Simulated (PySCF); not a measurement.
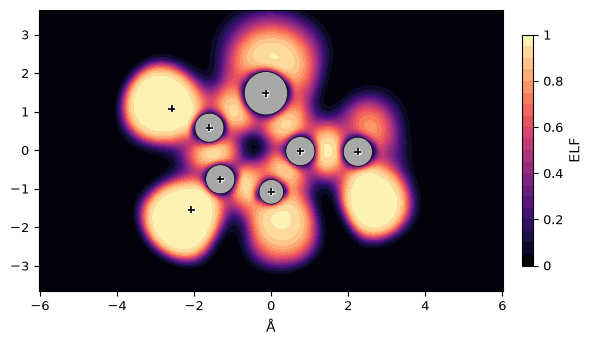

The ELF on a plane through atoms (crosses mark nuclei in the plane; grey discs cover the cores).

All numbers below come from PySCF 2.14.0, wB97X-D/pcSseg-1, SCF density, in a chloroform solvent model, non-relativistic.

Candidates:
A. C4H7N (SMILES [C-]#[N+]CCC)
B. C5H12 (SMILES CCC(C)C)
C. C5H7NS (SMILES CCc1nccs1)

Question: Which system is this?

Answer: Candidate C: C5H7NS on the plane of atoms C6, C5 and H13, which holds C, N, S and H. C–N (1.30 Å): the ELF peaks at about 0.90 between the atoms, as expected for a covalent bond. C–C (1.37 Å): the ELF peaks at about 0.95 between the atoms (localised, covalent bonding).
